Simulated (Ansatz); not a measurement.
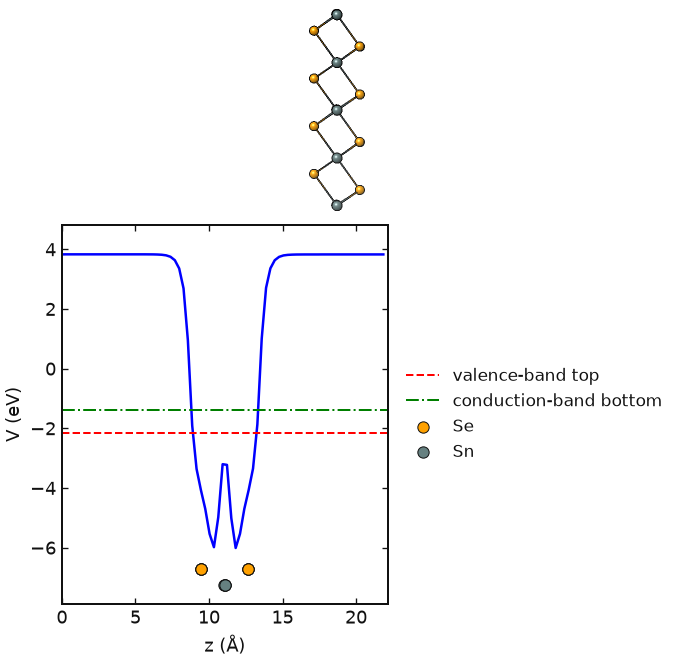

Plane-averaged electrostatic potential energy of an electron across the slab; circles at the bottom mark the heights of the atoms. The structure is drawn too.

Calculation on a (001) slab cut from SnSe$_{2}$ (P-3m1), ended by Se planes, 12 atoms in the cell, the slab at its places in the relaxed adsorbed structure.

Level of theory: DFT PBE+D3(BJ), scalar-relativistic, plane waves, PAW, no spin polarisation, 3×3×1 k mesh, Gaussian smearing of 0.05 eV; code Ansatz 0.2.0.

**What are the ionisation potential and the electron affinity of the slab?**

From the vacuum level at the right face the ionisation potential is 6.00 eV and the electron affinity 5.23 eV; the left face gives the same. The slab's gap, their difference before rounding, is 0.77 eV. The two vacuum levels agree, so the slab has no net dipole along its normal.

**How thick are slab and vacuum?**

The outermost atoms are 3.2 Å apart, which leaves 19.0 Å of vacuum in a cell 22.1 Å high.

The atoms aren't at rest in this cell (largest force 0.4 eV/Å), so the relaxed material can differ.
